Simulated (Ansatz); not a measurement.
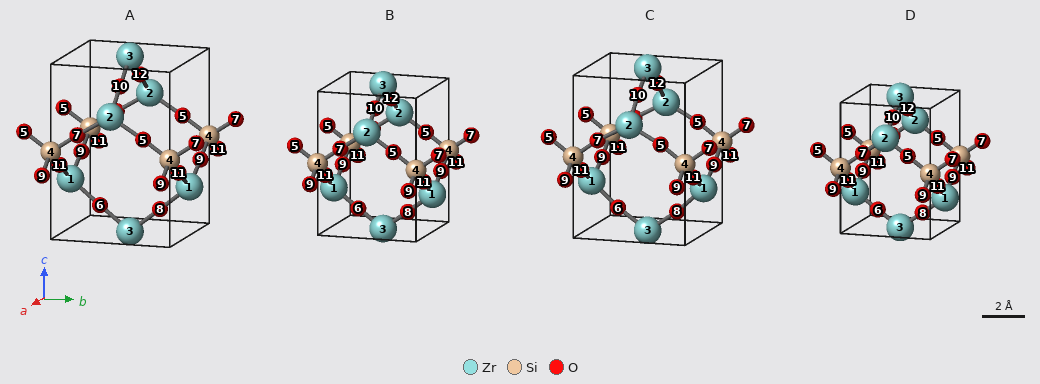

4 geometries from one relaxation of crystalline Zr3SiO8 (a generated structure, set up in P-4m2) (coarse preliminary run), in shuffled order. A ball-and-stick model of the cell of the calculation, seen slightly off an axis.

Level of theory: DFT PBE, scalar-relativistic, plane waves, PAW in Ansatz. (plane-wave cutoff 420 eV; k-point mesh 4 × 4 × 4; occupations gaussian; smearing width 0.1 eV; no spin polarisation; cell and atoms relaxed; force threshold 0.04 eV/Å; at most 70 steps)

Question: Order the frames from highest to lowest energy.

Answer: D, B, C, A. They are steps 0, 2, 6, 19, at +10493 meV per atom, +3839 meV per atom, +1038 meV per atom relative to the last. The largest moves relative to the cell, 0.24 Å, are those of Zr1 and Zr2. Zr2 goes along −c. Largest moves by element: Zr 0.24 Å, O 0.24 Å. Si stays in place. Cell: a = b 4.609 → 6.112 Å (+32.6 %), c 6.518 → 8.722 Å (+33.8 %). Volume +135.4 %. Some distances before and after: Zr1–Zr3 2.822 → 3.901 Å, Zr1–Si4 2.822 → 3.618 Å, Zr1–O11 1.411 → 1.976 Å, Zr3–O10 1.411 → 1.956 Å. Bonds break: Zr1–Zr3 (2.82 → 3.90 Å), Zr2–Zr3 (2.82 → 3.90 Å). Among the angles between lasting bonds that change: O5–Zr2–O7 109.5° → 117.6°, O10–Zr2–O12 109.5° → 102.4°, O6–Zr3–O8 109.5° → 103.9°. The space group stays P-4m2 (No. 115). After 16 accepted moves (19 points after the start) the energy has fallen by 10493 meV per atom. Largest force component: 31 eV/Å at the start, 0.017 eV/Å at the end. Pressure: 383.87 GPa at the start and 0.12 GPa at the end. The SCF was repeated 3 times at an unchanged geometry on a basis and grid sized afresh for the cell, which shifted the energy by 704 meV per atom at most.
